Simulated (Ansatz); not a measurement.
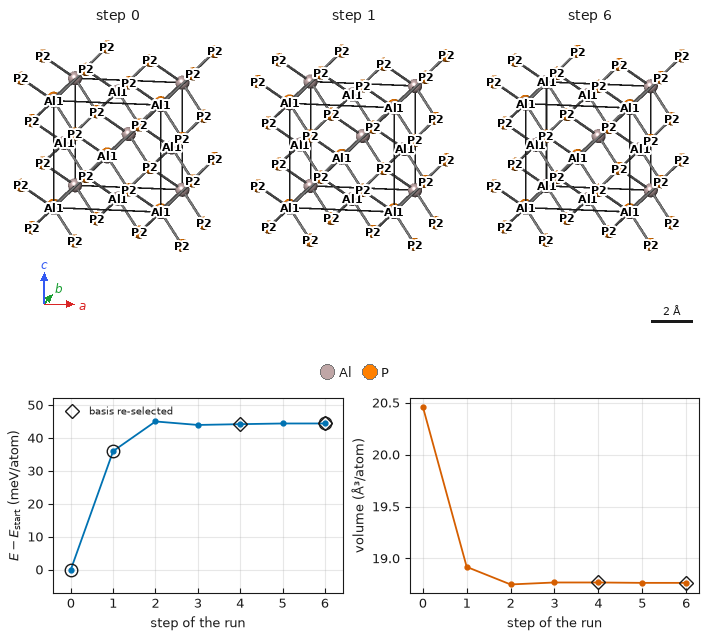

Frames of a relaxation of crystalline AlP (set up in F-43m), marked on the history of the run. A ball-and-stick model of the conventional cell (4 times the calculation's cell), seen slightly off an axis. Lengths and directions refer to the drawn axes.

Case: relaxed at 9 GPa.

Theory: Ansatz 0.2.0, DFT PBEsol, scalar-relativistic, plane waves, PAW. Settings: plane-wave cutoff 420 eV; k-point mesh 8 × 8 × 8; occupations fixed; target pressure 9 GPa; no spin polarisation; cell and atoms relaxed; force threshold 0.001 eV/Å; at most 60 steps.

Question: Describe the path.

Answer: No atom moves by more than 0.005 Å relative to the cell. The drawn cell changes as follows: a = b = c 5.470 → 5.315 Å (−2.8 %); the volume changes by −8.3 %. Near-neighbour distances that change, for instance: Al1–P2 2.369 → 2.301 Å. The space group stays F-43m (No. 216). The energy rises by 44.4 meV per atom in 4 accepted moves (6 points after the start). With the target pressure of 9 GPa, the enthalpy E + pV changes by −51.0 meV per atom. All forces vanish by symmetry, so only the cell relaxes. The pressure goes from 0.01 to 9.00 GPa. The SCF was repeated twice at an unchanged geometry on a basis and grid sized afresh for the cell, which shifted the energy by 0.2 meV per atom at most. Cost: 2.7 s on 1 thread of AMD EPYC 9R45 96-Core Processor (Zen 5), on a shared host, peak memory 0.36 GiB. From step 0 to 1: volume −7.5 %, energy +36.0 meV per atom. From step 1 to 6: volume −0.8 %, energy +8.4 meV per atom.
